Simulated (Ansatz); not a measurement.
System: B.

```yaml
crystal:
  lattice:
    - [6.00726, 0.00000, 0.01403]
    - [0.00000, 2.85314, 0.00000]
    - [-0.91350, 0.00000, 4.28007]
  atoms:
    - { symbol: B, position: [0.00000, 0.50000, 0.00000] }
    - { symbol: B, position: [0.50000, 0.00000, 0.00000] }
    - { symbol: B, position: [0.29005, 0.00000, 0.65242] }
    - { symbol: B, position: [0.79005, 0.50000, 0.65242] }
    - { symbol: B, position: [0.20995, 0.50000, 0.34758] }
    - { symbol: B, position: [0.70995, 0.00000, 0.34758] }
    - { symbol: B, position: [0.10800, 0.50000, 0.68555] }
    - { symbol: B, position: [0.60800, 0.00000, 0.68555] }
    - { symbol: B, position: [0.39200, 0.00000, 0.31445] }
    - { symbol: B, position: [0.89200, 0.50000, 0.31445] }
```

Space group C2/m; a structure generated by program, which may or may not match a known phase; computed without spin polarisation.

Theory: Ansatz 0.2.0, DFT PBE, scalar-relativistic, plane waves, PAW.

What can the converged valence pseudo-density and electron localisation function tell about the bonding?

B–B (1.82 Å): ρ at the midpoint is about 0.72 e/Å³; the ELF peaks at about 0.90 between the atoms.
B–B (1.89 Å): ρ is about 0.66 e/Å³ halfway; the ELF peaks at about 0.70 between the atoms.

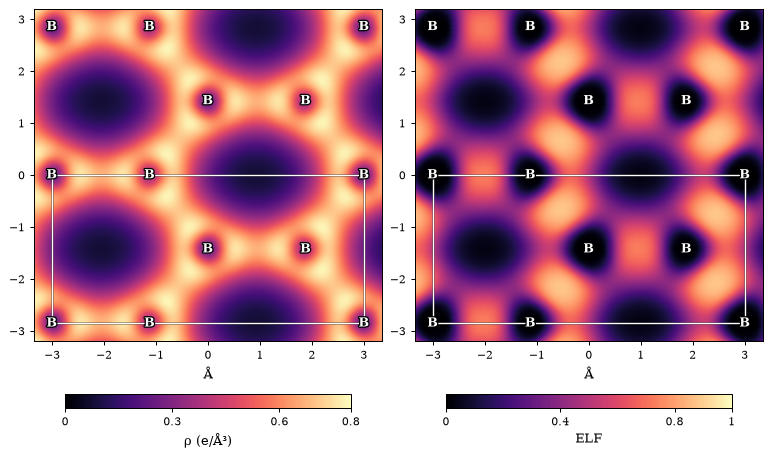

Computed valence pseudo-density and electron localisation function on the (001) plane of the conventional cell, in this order. 

The density is the valence pseudo-density of a PAW calculation; it isn't the true density close to the nuclei.
